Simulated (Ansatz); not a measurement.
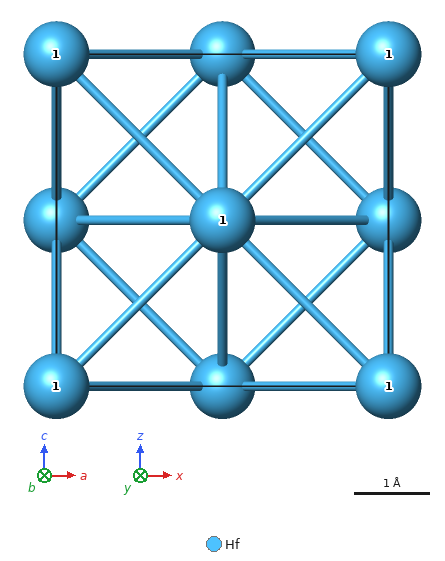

A crystal of Hf (Fm-3m): the cell is strained along x alone, with the atoms kept at their fractional coordinates. x, y and z are the Cartesian axes of the input. The picture shows the reference cell. Style: ball-and-stick. Shown: the conventional cell (4 times the calculation's cell), along the b axis. Lengths and directions refer to the drawn axes.

All numbers below come from DFT r2SCAN, scalar-relativistic, plane waves, PAW (Ansatz). (plane-wave cutoff 500 eV; k-point mesh 18 × 18 × 18; occupations gaussian; smearing width 0.15 eV; no spin polarisation). Energies (free energies at the smearing named) are counted from the cell as listed in its source, which wasn't relaxed.

Input
```yaml
crystal:
  lattice:
    - [0.0, 2.22, 2.22]
    - [2.22, 0.0, 2.22]
    - [2.22, 2.22, 0.0]
  atoms:
    - { symbol: Hf, position: [0.0, 0.0, 0.0] }
basis:
  ecutwfc: 500
kpoints:
  mp_grid: { grid: [18, 18, 18] }
hamiltonian:
  xc: r2scan
scf:
  occupations: { method: gaussian, width: 0.15 }
output:
  forces: true
  stress: true
  eigenvalues: true
```

Command:
```bash
ansatz run input.yaml --threads 1 --pin off --max-ram 2560MiB --backend cpu --events-out ev --progress --plain --runs-dir out
```

Q: Predict the energy profile (the strain: −0.0200, −0.0150, −0.0100, −0.0050, 0.0000, 0.0050, 0.0100, 0.0150, 0.0175, 0.0200).

A:
```tsv
strain	ΔE (meV/atom)
−0.0200	11.6
−0.0150	7.9
−0.0100	4.8
−0.0050	2.1
0.0000	0.0
0.0050	−1.6
0.0100	−2.7
0.0150	−3.3
0.0175	−3.4
0.0200	−3.4
```

Of the computed points the lowest is at the strain 0.0175, −3.4 meV/atom. At the ends of the scan the energy is 11.6 meV/atom (−0.02) and −3.4 meV/atom (0.02). The unrelaxed reference is under a pressure of 2.7 GPa, which tilts the curve. The distortion takes the space group from Fm-3m to I4/mmm. At the strain −0.02 the cell of the drawing goes a 4.440 → 4.351 Å.

The computed profile:

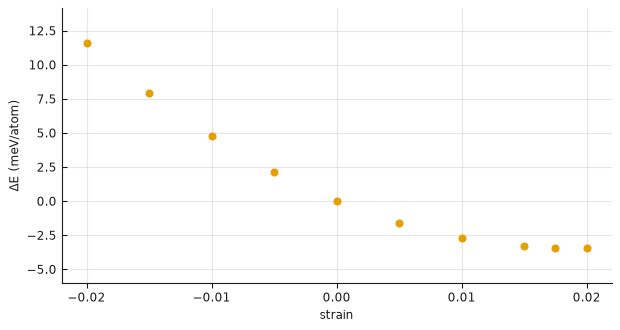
